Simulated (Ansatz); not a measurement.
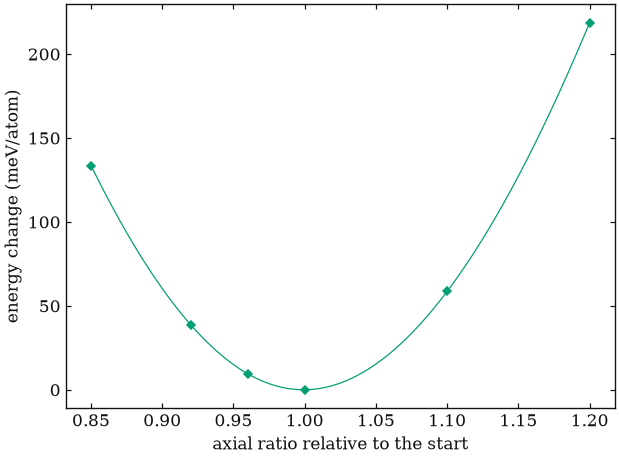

The picture above shows the energy change against relative axial ratio.

Method: deformation of a crystal at fixed volume, lengths along the axis scaled against those across it, fractional coordinates fixed, by plane-wave density functional theory with PAW datasets, free energies less that of the undisturbed cell, pressure positive in compression; scalar-relativistic (Ansatz 0.2.0). Level: PBEsol, no spin polarisation.

Question: For which of these solids was it computed?
A. TiAl₃, I4/mmm (No. 139), 15.6 Å³/atom, path tetragonal
B. TiC, Fm-3m (No. 225), 10.1 Å³/atom, path tetragonal
C. Ag, P6_3/mmc (No. 194), 16.7 Å³/atom, path axial

Answer: A, TiAl₃: energy change from 0 meV/atom to 219 meV/atom. The others give: Ag, energy change from 0 meV/atom to 132 meV/atom; TiC, energy change from 0 meV/atom to 2451 meV/atom.

For Ag, limits of the calculation: shape and atomic fractions are frozen while scaling, which makes layered, chain and framework solids too stiff.

For TiAl₃, limits of the calculation: shape and atomic fractions are frozen while scaling, which makes layered, chain and framework solids too stiff.

For TiC, limits of the calculation: atoms far too close at some points of the scan; reference crystal is not relaxed.
